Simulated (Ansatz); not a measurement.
W (Fddd, No. 70): coordinates from a relaxation with Ansatz 0.2.0, DFT, revPBE, plane waves (420 eV) with PAW, scalar-relativistic; the starting structure was generated, so it need not be a known form of this composition.

```xyz
8
Lattice="2.7031 0.0000 0.0000 0.0000 5.4075 0.0000 0.0000 0.0000 9.1001" Properties=species:S:1:pos:R:3 pbc="T T T"
W     0.6758    1.3519    6.8251
W     1.3516    0.0000    0.0000
W     0.6758    4.0556    2.2750
W     1.3516    2.7037    4.5500
W     2.0273    1.3519    2.2750
W     0.0000    0.0000    4.5500
W     2.0273    4.0556    6.8251
W     0.0000    2.7037    0.0000
```

**What will a projected-potential map along [101] show? Computed as the sum of neutral-atom potentials (tabulated electron scattering factors, B = 0.3 Å²) projected along the beam and smoothed by 0.25 Å; brighter is more positive. The display is stretched by a gamma of 0.6; percentages refer to the linear signal.**

The columns repeat on a centred rectangular net of 2.59 × 5.41 Å (plane group c2mm). All columns are alike (W). The shortest distance between visible columns is 1.35 Å in projection. Along the beam the structure repeats every 4.75 Å.

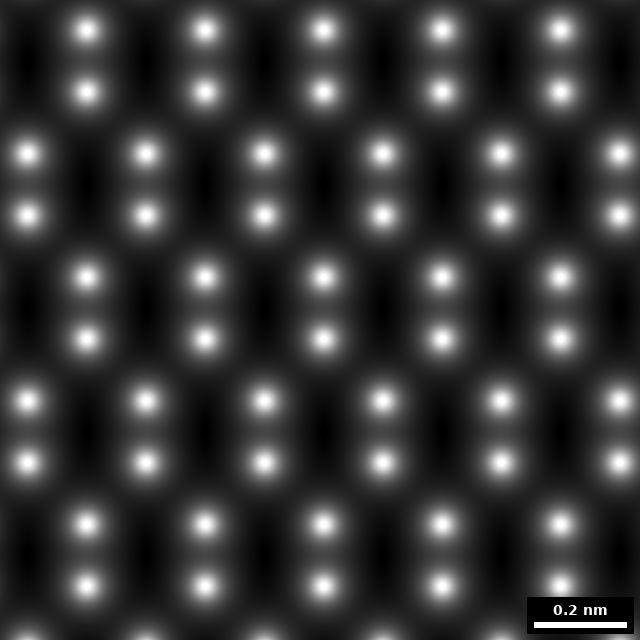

The simulated image.

**What mean inner potential do neutral atoms give for this crystal?**

About 36 V (the sum of the forward scattering factors over the cell volume; bonding usually lowers the true value).
